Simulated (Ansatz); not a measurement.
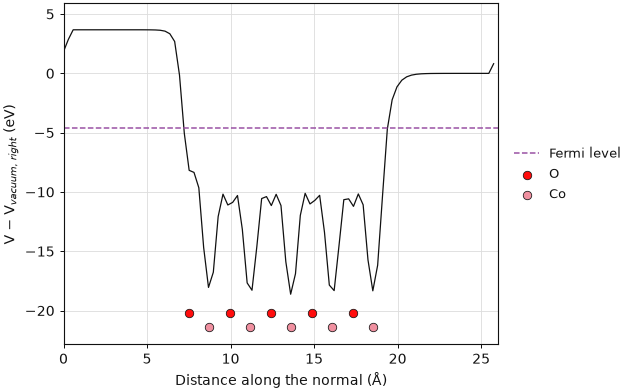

Plane-averaged electrostatic potential energy of an electron across the slab; circles at the bottom mark the heights of the atoms.

Calculation on a (101) slab cut from CoO (I4/mmm), unrelaxed, ended by Co above and O below, 10 atoms in the cell.

Method: DFT PBE, scalar-relativistic, plane waves, PAW, spin-polarised, 13×13×1 k mesh (Ansatz 0.2.0).

Question: Read off the work function of each face.

Answer: The work function is 4.62 eV at the right face and 8.29 eV at the left.

Question: Do the two faces differ, and what does that say about the slab's dipole?

Answer: The vacuum level is 3.68 eV higher at the left than at the right, so the slab carries a dipole along its normal; the ramp in the vacuum, at or near the edge of the plot, is the dipole correction that keeps each side flat.

Question: How thick are slab and vacuum?

Answer: The outermost atoms are 11.0 Å apart, which leaves 15.0 Å of vacuum in a cell 26.0 Å high.

The run may have settled in a state above the lowest, so this need not be the ground state. The atoms aren't at rest in this cell (largest force 3.6 eV/Å), so the relaxed material can differ.
